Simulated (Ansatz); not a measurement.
```yaml
crystal:
  lattice:
    - [3.93644, -3.93644, 3.93644]
    - [-7.87287, 0.00000, 3.93644]
    - [0.00000, -3.93644, -7.87287]
  atoms:
    - { symbol: Sr, position: [0.57143, 0.28571, 0.42857] }
    - { symbol: Sr, position: [0.85714, 0.42857, 0.14286] }
    - { symbol: Sr, position: [0.14286, 0.57143, 0.85714] }
    - { symbol: Sr, position: [0.71429, 0.85714, 0.28571] }
    - { symbol: Sr, position: [0.00000, 0.00000, 0.00000] }
    - { symbol: Sr, position: [0.28571, 0.14286, 0.71429] }
    - { symbol: Sr, position: [0.42857, 0.71429, 0.57143] }
    - { symbol: Ti, position: [0.07143, 0.28571, 0.42857] }
    - { symbol: Ti, position: [0.35714, 0.42857, 0.14286] }
    - { symbol: Ti, position: [0.64286, 0.57143, 0.85714] }
    - { symbol: Ti, position: [0.21429, 0.85714, 0.28571] }
    - { symbol: Ti, position: [0.50000, 0.00000, 0.00000] }
    - { symbol: Ti, position: [0.78571, 0.14286, 0.71429] }
    - { symbol: Ti, position: [0.92857, 0.71429, 0.57143] }
    - { symbol: O, position: [0.35714, 0.42857, 0.64286] }
    - { symbol: O, position: [0.64286, 0.57143, 0.35714] }
    - { symbol: O, position: [0.92857, 0.71429, 0.07143] }
    - { symbol: O, position: [0.50000, 0.00000, 0.50000] }
    - { symbol: O, position: [0.78571, 0.14286, 0.21429] }
    - { symbol: O, position: [0.07143, 0.28571, 0.92857] }
    - { symbol: O, position: [0.21429, 0.85714, 0.78571] }
    - { symbol: O, position: [0.21429, 0.35714, 0.28571] }
    - { symbol: O, position: [0.50000, 0.50000, 0.00000] }
    - { symbol: O, position: [0.78571, 0.64286, 0.71429] }
    - { symbol: O, position: [0.35714, 0.92857, 0.14286] }
    - { symbol: O, position: [0.64286, 0.07143, 0.85714] }
    - { symbol: O, position: [0.92857, 0.21429, 0.57143] }
    - { symbol: O, position: [0.07143, 0.78571, 0.42857] }
    - { symbol: O, position: [0.14286, 0.07143, 0.35714] }
    - { symbol: O, position: [0.42857, 0.21429, 0.07143] }
    - { symbol: O, position: [0.71429, 0.35714, 0.78571] }
    - { symbol: O, position: [0.28571, 0.64286, 0.21429] }
    - { symbol: O, position: [0.57143, 0.78571, 0.92857] }
    - { symbol: O, position: [0.85714, 0.92857, 0.64286] }
    - { symbol: O, position: [0.00000, 0.50000, 0.50000] }
```

Space group Pm-3m; a structure from a database of computed crystals, not necessarily the ambient phase; computed without spin polarisation.

The calculation used Ansatz, DFT PBE, scalar-relativistic, plane waves, PAW.

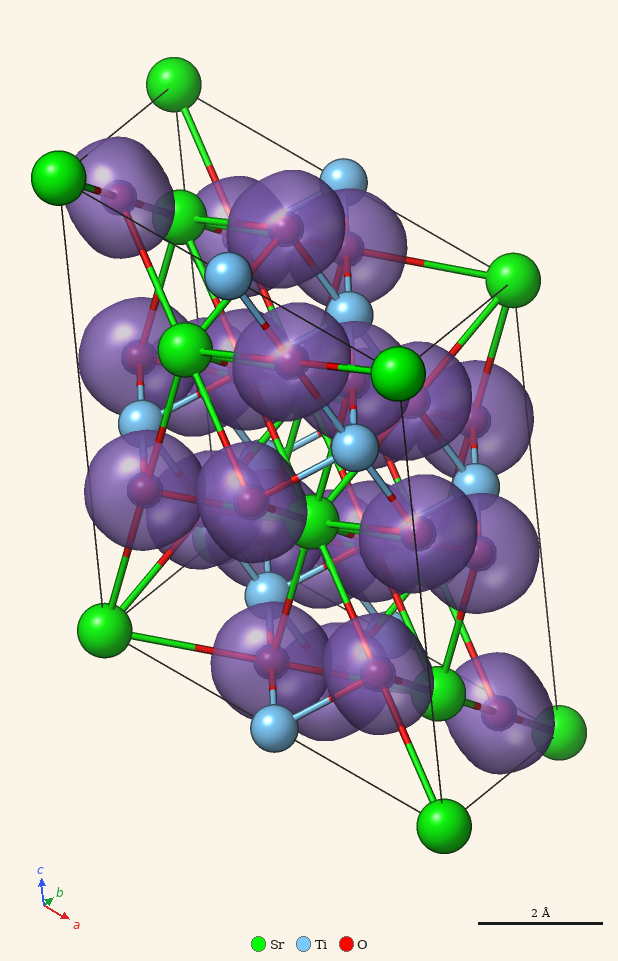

SrTiO3. Isosurface of the electron localisation function at 0.6 (purple), seen slightly off an axis. Core shells and regions of very low density are left out. Sticks mark near contacts.

In a PAW calculation such maps are meaningful between the atoms, not at the nuclei.

Question: Where are the electrons localised?

Answer: The surface consists of 21 regions wrapped around O (the valence shell of each), counted in one cell of 35 atoms. Any copies at cell faces, edges or corners count once. Along the contacts the grid gives the following. Ti–O (1.97 Å): the ELF peaks at about 0.80 in the valence shell of O, 0.6 Å from its nucleus, and is about 0.20 at the midpoint; no shared electron pair shows on this line. Sr–O (2.78 Å): the ELF is about 0.05 at the midpoint; a largely ionic contact.

Question: Does the calculation make it a metal, or give it a gap?

Answer: It is gapped, with a Kohn–Sham gap of 1.9 eV on the k-point mesh (the band edges may lie off the mesh, which would make the gap smaller).
